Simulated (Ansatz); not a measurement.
**Ni: is there a lower state than plain starts find?**

Plain starts of Ni have been run. Do the further runs listed below go lower? The cell (2 atoms) is Ni in the measured crystal structure (space group Fm-3m, primitive cell doubled). Source: COD entry 9012970.

Program: Ansatz 0.2.0. Level of theory: DFT r2SCAN, PAW, plane waves, scalar-relativistic. These are calculated values, not measurements.

## Step 1: Starting point

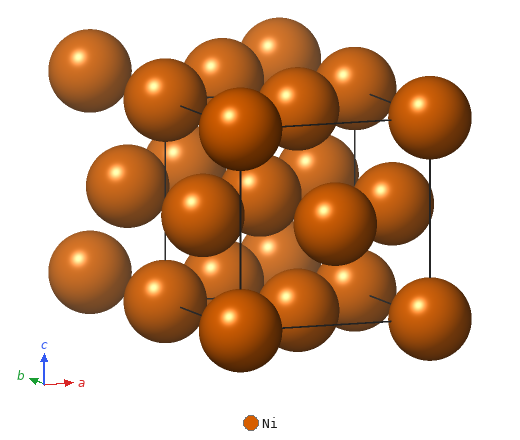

Start, viewed slightly off an axis; nickel orange. 1×2×1 cells are drawn. Atoms on the faces are drawn again on the opposite ones. The cell drawn here is the conventional one.

Coordinates:

```
CELL_PARAMETERS angstrom
0.00000 -1.76295 -1.76295
-3.52590 -1.76295 -1.76295
0.00000 1.76295 -1.76295
ATOMIC_POSITIONS crystal
Ni 0.00000 0.00000 0.00000
Ni 0.00000 0.50000 0.50000
```

Labels such as Ni2 number the atoms in the order of the input file.

Known so far: 8 plain starts ended in 3 states. The lowest came from “spin on, no moments given (the program may seed its own), plain SCF”: ferromagnetic, site moments Ni1 0.83, Ni2 0.83 μB, total 1.51 μB per cell, no gap on the k-mesh, free energy -11690.5697 eV.

Runs to come: parallel moments, default search for lower states; opposed moments +-, default search for lower states; the moments typed in its input, symmetry off, plain SCF; the moments typed in its input, standard search for lower states; the moments typed in its input, symmetry off, default search.

A plain SCF has the search for lower states switched off and ends at the first converged state. The default search runs further SCF cycles only where the state itself hints at a lower one. The standard and full searches may also try other magnetic orders and fillings, and need not reach the lowest state. With a search on, the program may also reshape the start on open shells. Ends within 0.2 meV/atom and 0.1 μB count as one state.

The total moment includes the space between the atomic spheres.

## Step 2: Parallel moments, default search for lower states

The input, input.yaml:

```yaml
crystal:
  lattice:
    - [0.0, -1.76295, -1.76295]
    - [-3.5259, -1.76295, -1.76295]
    - [0.0, 1.76295, -1.76295]
  atoms:
    - { symbol: Ni, position: [0.0, 0.0, 0.0], spin: 2.0 }
    - { symbol: Ni, position: [0.0, 0.5, 0.5], spin: 2.0 }
magnetization:
  spin_polarized: true
hamiltonian:
  xc: r2scan
  pseudopotentials: { kind: paw }
basis:
  ecutwfc: 500
kpoints:
  mp_grid: { grid: [14, 8, 12] }
scf:
  occupations: { method: fermi_dirac, width: 0.05 }
output:
  forces: true
  stress: true
```

Log, cut to the lines that bear on the results:

```text
Warning: crystal.symmetry: narrowed to the stabiliser of the k-point mesh — unitary ops 32 → 8; excluded 24 operations that carry a point of the 14×8×12 mesh (shift [0, 0, 0]) off the mesh (the run samples exactly the mesh kpoints.mp_grid names, as under crystal.symmetry.detect: false, [...]
Pseudopotentials: kind: paw
Pseudopotential: Ni, paw, valence charge 18, recommended cutoff 500 eV (meta_gga), Ni.paw.azcp
Functional definition: r2SCAN
[...]
Crystal: 2 atoms, lattice volume = 21.917 Å³
Basis set: ecut = 500 eV, 569 PW (Γ), exchange–correlation on 80×128×80 points (64 copies of the dense FFT grid, shifted against one another)
Bands: 24, of which v1, the nominal top of the filled ones, is band 18 counted from 1 (17 counted from 0)
Symmetry: 8 space group operations
k-points: 406 of 1344
[...]
Starting moments: Σ|m| = 4 μB on 2 of 2 sites
[...]
SCF iter   1: F=—  HF=-11688.329626 eV  |F-HF|=—  |Δ(HF+E_count)|=         —  Δρ=8.90e-2 (↑8.90e-2 ↓3.49e-2)  dr2=9.64e-1  dr2_τ=1.84e-2  dr2_m=5.73e-1  M=2.693 μB ∫|m|=2.974 μB  β_m=0.92  ethr=2.83e-3  ⟨swp⟩=3.2  Hψ=109852  notcnv=0
[...]
SCF iter  17: F=-11690.569659 eV  HF=-11690.569659 eV  |F-HF|=8.89e-10  |Δ(HF+E_count)|=   1.00e-7  Δρ=2.28e-6 (↑1.38e-6 ↓2.28e-6)  dr2=1.23e-9  dr2_τ=4.99e-12  dr2_m=6.39e-11  M=1.513 μB ∫|m|=1.867 μB  ethr=1.39e-12  ⟨swp⟩=1.9  Hψ=77314  notcnv=0
[...]
this state was not tested for a lower state beside it, because the mixer in use, unlike msr1, does not test its closes by its own steps (another_mixer; see scf.mixing.algorithm and scf.lower_state_search)
SCF converged after 17 iterations
Magnetization: 1.5127 μB (18.7564 up, 17.2436 down)
Absolute magnetization: 1.8693 μB (∫|ρ↑−ρ↓|, with the PAW one-centre terms)
Spin contamination: 0.0453 ħ² per cell (⟨S²⟩ above its minimum at these occupations)
Per-site moments (μB) at R_I (Å): [(0.8265100147696514, 1.0284399674115798), (0.8265100147696514, 1.0284399674115798)]
Free energy (F): -11690.569659 eV
[...]
E sigma→0 (E₀):  -11690.559708 eV
Entropy (-TS):   -0.019902 eV (-9.951 meV/atom)
Fermi energy:    17.966625 eV
[... 26 lines left out: energy terms, forces, stress ...]
```

It took 29 s on 2 threads of an x86-64 CPU, shared host; peak memory 0.78 GiB.

This is the state of step 1 again (ferromagnetic), after 17 iterations.

## Step 3: Opposed moments +-, default search for lower states

input.yaml: that of step 2 with these lines changed.

```diff
@@ -7,3 +7,3 @@
     - { symbol: Ni, position: [0.0, 0.0, 0.0], spin: 2.0 }
-    - { symbol: Ni, position: [0.0, 0.5, 0.5], spin: 2.0 }
+    - { symbol: Ni, position: [0.0, 0.5, 0.5], spin: -2.0 }
 magnetization:
```

Log, cut to the lines that bear on the results:

```text
Warning: crystal.symmetry: narrowed to the stabiliser of the k-point mesh — unitary ops 16 → 4; excluded 12 operations that carry a point of the 14×8×12 mesh (shift [0, 0, 0]) off the mesh (the run samples exactly the mesh kpoints.mp_grid names, as under crystal.symmetry.detect: false, [...]
[... 12 lines as in an earlier run ...]
Symmetry: 4 space group operations
[... 6 lines as in an earlier run ...]
Starting moments: Σ|m| = 4 μB on 2 of 2 sites
[... 2 lines as in an earlier run ...]
spin-down is spin-up translated by (0, 0.5, 0.5): one eigenproblem is solved per k-point and the antiferromagnetic symmetry of the starting moments is kept exactly by this SCF (crystal.symmetry.spin_inversion_symmetry: false solves both channels; [...]
SCF iter   1: F=—  HF=-11687.463124 eV  |F-HF|=—  |Δ(HF+E_count)|=         —  Δρ=7.87e-2 (↑7.87e-2 ↓7.87e-2)  dr2=6.94e-1  dr2_τ=1.85e-2  dr2_m=1.00e0  M=0.000 μB ∫|m|=2.795 μB  β_m=0.30  ethr=2.23e-3  ⟨swp⟩=3.5  Hψ=58940  notcnv=0
[...]
Starting moments: Σ|m| = 4 μB on 2 of 2 sites; this step starts from the density that it was given
[...]
WARN: the starting moments were not kept: 1 of 2 ended reversed and 1 kept their direction, counting a site from 0.1 of the cell's largest site moment. The largest reversed, site 1 (counted from 0, in the order of the report's site_moments_mub), started with -2.0 μB and closes at +8.3e-1 [...]
no probe read this state for a lower one beside it (scf.lower_state_search): an SCF that set out along what the orbitals read of the open shells (or to have them read: on a GPU, or by another smearing), or from atoms, led to it (look_outside_group), and dielectric_reading bears what that [...]
SCF converged after 2 iterations
Stability not told: the lowest value that the SCF's own minimisation read on its close, 8.8e-2 (residual 2.1e-5), is positive but too near zero to vouch for directions that it does not look along: no lower mode is shown, and none is ruled out
Magnetization: 1.5127 μB (18.7564 up, 17.2436 down)
Absolute magnetization: 1.8693 μB (∫|ρ↑−ρ↓|, with the PAW one-centre terms)
Spin contamination: 0.0453 ħ² per cell (⟨S²⟩ above its minimum at these occupations)
Per-site moments (μB) at R_I (Å): [(0.8265122494258497, 1.0284399674115798), (0.8264999260829383, 1.0284399674115798)]
Free energy (F): -11690.569658 eV
[...]
E sigma→0 (E₀):  -11690.559708 eV
Entropy (-TS):   -0.019902 eV (-9.951 meV/atom)
Fermi energy:    17.966594 eV
[... 31 lines left out: energy terms, forces, stress, bands ...]
```

It took 3.5 min on 2 threads of an x86-64 CPU, shared host; peak memory 1.9 GiB.

Nothing new: the 40 iterations lead to the state found in step 1 (ferromagnetic).

## Step 4: The moments typed in its input, symmetry off, plain SCF

input.yaml: that of step 3 with these lines changed.

```diff
@@ -7,3 +7,4 @@
     - { symbol: Ni, position: [0.0, 0.0, 0.0], spin: 2.0 }
-    - { symbol: Ni, position: [0.0, 0.5, 0.5], spin: -2.0 }
+    - { symbol: Ni, position: [0.0, 0.5, 0.5], spin: 2.0 }
+  symmetry: { detect: false, time_reversal: true }
 magnetization:
@@ -19,2 +20,3 @@
   occupations: { method: fermi_dirac, width: 0.05 }
+  lower_state_search: "off"
 output:
```

Log, cut to the lines that bear on the results:

```text
[... 12 lines as in an earlier run ...]
Symmetry: 1 space group operations
k-points: 676 of 1344 (time reversal used)
[... 5 lines as in an earlier run ...]
Starting moments: Σ|m| = 4 μB on 2 of 2 sites
[... 2 lines as in an earlier run ...]
[...]
SCF iter   1: F=-11690.366218 eV  HF=-11689.740294 eV  |F-HF|=6.26e-1  |Δ(HF+E_count)|=         —  Δρ=1.11e-1 (↑9.10e-2 ↓1.11e-1)  dr2=5.04e-2  dr2_τ=3.40e-2  dr2_m=2.02e0  M=2.073 μB ∫|m|=2.352 μB  β_m=0.62  ethr=1.41e-4  ⟨swp⟩=1.8  Hψ=180517  notcnv=0
[...]
spin-set hold released at iteration 1 (the charge has settled, or the pull on large starting moments outlasts its swing): the magnetisation degrees of freedom join the quasi-Newton model from the next iteration; the mixer history was flushed
[...]
SCF iter  15: F=-11690.569659 eV  HF=-11690.569659 eV  |F-HF|=3.08e-9  |Δ(HF+E_count)|=   4.31e-7  Δρ=3.86e-6 (↑3.86e-6 ↓3.64e-6)  dr2=3.37e-9  dr2_τ=3.53e-11  dr2_m=1.95e-10  M=1.513 μB ∫|m|=1.867 μB  ethr=6.95e-11  ⟨swp⟩=4.8  Hψ=118949  notcnv=0
[...]
[... 1 line as in an earlier run ...]
SCF converged after 15 iterations
Magnetization: 1.5127 μB (18.7563 up, 17.2437 down)
Absolute magnetization: 1.8692 μB (∫|ρ↑−ρ↓|, with the PAW one-centre terms)
Spin contamination: 0.0453 ħ² per cell (⟨S²⟩ above its minimum at these occupations)
Per-site moments (μB) at R_I (Å): [(0.8264838891477239, 1.0284399674115798), (0.826484540396594, 1.0284399674115798)]
Free energy (F): -11690.569659 eV
[...]
E sigma→0 (E₀):  -11690.559707 eV
Entropy (-TS):   -0.019903 eV (-9.951 meV/atom)
Fermi energy:    17.966588 eV
[... 26 lines left out: energy terms, forces, stress ...]
```

Wall time 68 s (2 threads of an x86-64 CPU, shared host); peak memory 1.1 GiB.

The run ends in the same state as step 1 (ferromagnetic); it took 15 iterations.

## Step 5: The moments typed in its input, standard search for lower states

input.yaml: that of step 4 with these lines changed.

```diff
@@ -8,3 +8,2 @@
     - { symbol: Ni, position: [0.0, 0.5, 0.5], spin: 2.0 }
-  symmetry: { detect: false, time_reversal: true }
 magnetization:
@@ -20,3 +19,3 @@
   occupations: { method: fermi_dirac, width: 0.05 }
-  lower_state_search: "off"
+  lower_state_search: standard
 output:
```

Log, cut to the lines that bear on the results:

```text
[... 1 line as in an earlier run ...]
the run goes by scf.lower_state_search standard: where its kind and settings allow, a search for a lower-energy state can add stability tests and further SCF calculations, which can take several times, in some runs tens of times, as long as the SCF (see the manual's entry of the key); [...]
[... 19 lines as in an earlier run ...]
Starting moments: Σ|m| = 4 μB on 2 of 2 sites
[... 3 lines as in an earlier run ...]
SCF iter   1: F=-11688.581940 eV  HF=-11688.329626 eV  |F-HF|=2.52e-1  |Δ(HF+E_count)|=         —  Δρ=8.90e-2 (↑8.90e-2 ↓3.49e-2)  dr2=9.64e-1  dr2_τ=1.84e-2  dr2_m=5.73e-1  M=2.693 μB ∫|m|=2.974 μB  β_m=0.92  ethr=2.83e-3  ⟨swp⟩=3.2  Hψ=116348  notcnv=0
[...]
SCF iter  17: F=-11690.569659 eV  HF=-11690.569659 eV  |F-HF|=8.89e-10  |Δ(HF+E_count)|=   1.00e-7  Δρ=2.28e-6 (↑1.38e-6 ↓2.28e-6)  dr2=1.23e-9  dr2_τ=4.99e-12  dr2_m=6.39e-11  M=1.513 μB ∫|m|=1.867 μB  ethr=1.39e-12  ⟨swp⟩=1.9  Hψ=77314  notcnv=0
[...]
[... 1 line as in an earlier run ...]
SCF converged after 17 iterations
Magnetization: 1.5127 μB (18.7564 up, 17.2436 down)
Absolute magnetization: 1.8693 μB (∫|ρ↑−ρ↓|, with the PAW one-centre terms)
Spin contamination: 0.0453 ħ² per cell (⟨S²⟩ above its minimum at these occupations)
Per-site moments (μB) at R_I (Å): [(0.8265100147696514, 1.0284399674115798), (0.8265100147696514, 1.0284399674115798)]
Free energy (F): -11690.569659 eV
[...]
E sigma→0 (E₀):  -11690.559708 eV
Entropy (-TS):   -0.019902 eV (-9.951 meV/atom)
Fermi energy:    17.966625 eV
[... 26 lines left out: energy terms, forces, stress ...]
```

Run time: 28 s. Hardware: 2 threads of an x86-64 CPU, shared host; peak memory 0.78 GiB.

The run ends in the same state as step 1 (ferromagnetic); it took 17 iterations.

## Step 6: The moments typed in its input, symmetry off, default search

input.yaml: that of step 5 with these lines changed.

```diff
@@ -8,2 +8,3 @@
     - { symbol: Ni, position: [0.0, 0.5, 0.5], spin: 2.0 }
+  symmetry: { detect: false, time_reversal: true }
 magnetization:
@@ -19,3 +20,2 @@
   occupations: { method: fermi_dirac, width: 0.05 }
-  lower_state_search: standard
 output:
```

Log, cut to the lines that bear on the results:

```text
[... 19 lines as in an earlier run ...]
Starting moments: Σ|m| = 4 μB on 2 of 2 sites
[... 3 lines as in an earlier run ...]
SCF iter   1: F=—  HF=-11688.329243 eV  |F-HF|=—  |Δ(HF+E_count)|=         —  Δρ=8.90e-2 (↑8.90e-2 ↓3.49e-2)  dr2=9.64e-1  dr2_τ=1.84e-2  dr2_m=5.73e-1  M=2.693 μB ∫|m|=2.974 μB  β_m=0.92  ethr=2.83e-3  ⟨swp⟩=3.2  Hψ=183065  notcnv=0
[...]
SCF iter  17: F=-11690.569659 eV  HF=-11690.569659 eV  |F-HF|=6.46e-9  |Δ(HF+E_count)|=   1.24e-7  Δρ=5.37e-6 (↑2.90e-6 ↓5.37e-6)  dr2=8.86e-9  dr2_τ=1.79e-11  dr2_m=3.95e-10  M=1.513 μB ∫|m|=1.867 μB  ethr=9.02e-12  ⟨swp⟩=2.3  Hψ=120173  notcnv=0
[...]
[... 1 line as in an earlier run ...]
SCF converged after 17 iterations
Magnetization: 1.5127 μB (18.7564 up, 17.2436 down)
Absolute magnetization: 1.8693 μB (∫|ρ↑−ρ↓|, with the PAW one-centre terms)
Spin contamination: 0.0453 ħ² per cell (⟨S²⟩ above its minimum at these occupations)
Per-site moments (μB) at R_I (Å): [(0.8265271545355606, 1.0284399674115798), (0.8265261009941977, 1.0284399674115798)]
Free energy (F): -11690.569659 eV
[...]
E sigma→0 (E₀):  -11690.559708 eV
Entropy (-TS):   -0.019902 eV (-9.951 meV/atom)
Fermi energy:    17.966603 eV
[... 26 lines left out: energy terms, forces, stress ...]
```

Wall time 83 s (2 threads of an x86-64 CPU, shared host); peak memory 1.1 GiB.

The run ends in the same state as step 1 (ferromagnetic); it took 17 iterations.

## Step 7: The runs side by side

| step | iterations | state | moments of Ni1 Ni2 (μB) | total (μB) | gap (eV) | pressure (GPa) | above lowest (meV/atom) |
| --- | --- | --- | --- | --- | --- | --- | --- |
| 1 | 12 | 1 | 0.83 0.83 | 1.51 | none | -8.1 | 0.0 |
| 2 | 17 | 1 | 0.83 0.83 | 1.51 | none | -8.1 | 0.0 |
| 3 | 40 | 1 | 0.83 0.83 | 1.51 | none | -8.1 | 0.0 |
| 4 | 15 | 1 | 0.83 0.83 | 1.51 | none | -8.1 | 0.0 |
| 5 | 17 | 1 | 0.83 0.83 | 1.51 | none | -8.1 | 0.0 |
| 6 | 17 | 1 | 0.83 0.83 | 1.51 | none | -8.1 | 0.0 |

States are numbered from the lowest. Starts by step: 2 parallel moments, default search for lower states; 3 opposed moments +-, default search for lower states; 4 the moments typed in its input, symmetry off, plain SCF; 5 the moments typed in its input, standard search for lower states; 6 the moments typed in its input, symmetry off, default search. Step 1 is the best of the earlier plain starts.

The 5 runs of this session took 7 min in all, from 28 s to 3.5 min each.

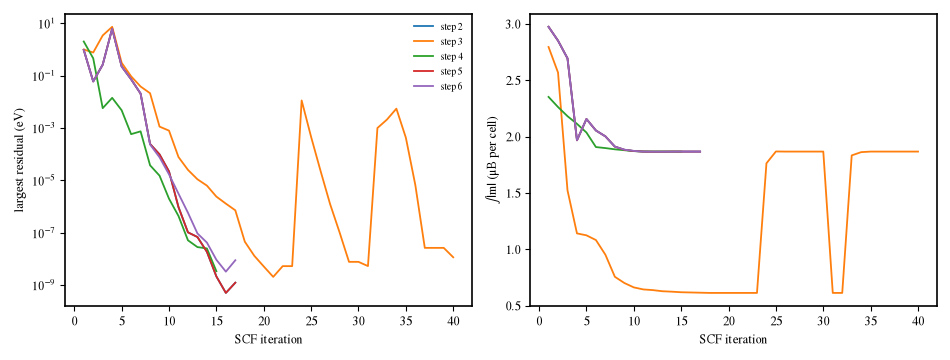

Residual and absolute moment along the iterations.

## Step 8: What came out

| quantity | value |
| --- | --- |
| distinct states | 1 from 6 converged runs, the best start of step 1 counted |
| lowest state | ferromagnetic |
| its moments | Ni1 0.83, Ni2 0.83 μB |
| total moment | 1.51 μB per cell |
| gap on the k-mesh | none |
| pressure | -8.1 GPa |
| largest force | 0.000 eV/Å |

What this shows: Nothing lower turns up: the best plain start stands. Distinct end states: 1, from 6 converged runs. These are lowest states among those tried, not proven ground states. The mesh has less symmetry than the lattice, which lowers the symmetry of the run.
